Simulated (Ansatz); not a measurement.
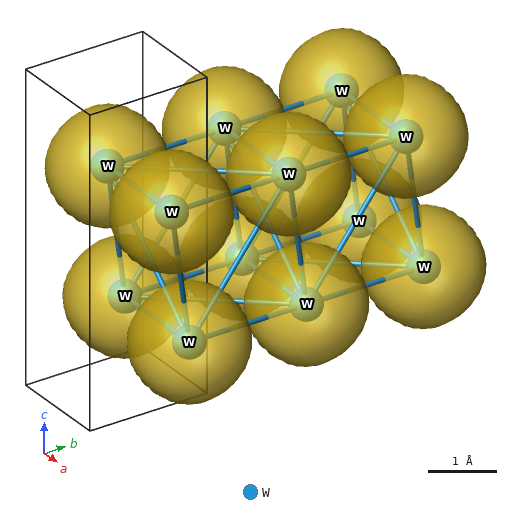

*W. Isosurface of the valence pseudo-density at 1 e/Å³ (yellow), seen slightly off an axis. Sticks mark near contacts.*

Space group P6₃/mmc; set up as W, hcp; a generated structure, not necessarily the stable one; changed on purpose from its base cell (volume × 0.96); computed pressure about 12 GPa in this cell.

All numbers below come from Ansatz 0.2.0, DFT, PBE, plane waves (420 eV) with PAW, scalar-relativistic.

The density is the valence pseudo-density of a PAW calculation; it isn't the true density close to the nuclei.

### What does this surface tell about the bonding?

At this value the density breaks into separate islands; it holds about 65 % of the electrons treated as valence (semicore included). It bridges none of the near contacts. It is pinched off along the shortest W–W (2.74 Å) and W–W (2.91 Å) contacts. On the grid the lowest density along these lines, outside the cores, is 0.42 e/Å³ (W–W, 2.74 Å) and 0.32 e/Å³ (W–W, 2.91 Å).

### Does the calculation give a band gap?

It is gapless in this calculation (a metal or semimetal).
